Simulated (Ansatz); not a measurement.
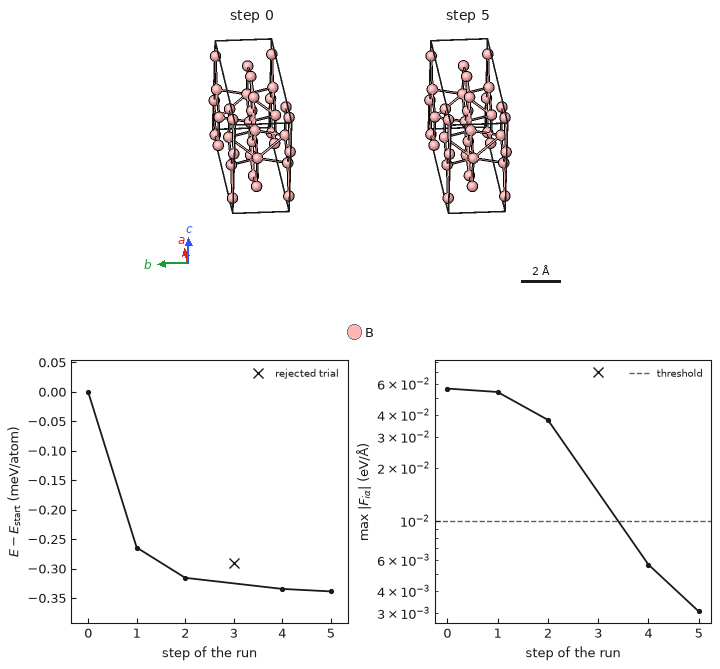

First and last geometry of a relaxation of solid B (a generated structure, set up in C2/m), with the history of the run. Style: ball-and-stick. Shown: the conventional cell (2 times the calculation's cell), from a free direction. Lengths and directions refer to the drawn axes.

These are results of Ansatz, DFT PBE, scalar-relativistic, plane waves, PAW, not measurements. Set-up: plane-wave cutoff 420 eV; k-point mesh 14 × 14 × 8; occupations gaussian; smearing width 0.1 eV; no spin polarisation; cell and atoms relaxed; force threshold 0.01 eV/Å; at most 80 steps.

> Read the history and describe the run.

The run was cut off at its time limit before the program reported convergence, but its last step already meets the force threshold: the largest component is 0.0031 eV/Å against 0.01 eV/Å. The pressure is within 0.02 GPa of its target. The largest moves relative to the cell, 0.006 Å, are those of B atoms. Cell: a 11.328 → 11.334 Å (+0.1 %), b 2.906 → 2.919 Å (+0.5 %), c 5.704 → 5.685 Å (−0.3 %), β 104.7° → 104.6°. Volume +0.3 %. Some distances before and after: B–B 1.597 → 1.590 Å, B–B 1.903 → 1.909 Å. The space group stays C2/m (No. 12). The energy falls by 0.3 meV per atom in 4 accepted moves (5 points after the start). The largest force component goes from 0.056 to 0.0031 eV/Å. Pressure: −0.03 GPa at the start and 0.02 GPa at the end. The line search rejected the trial step at point 3 of the run.
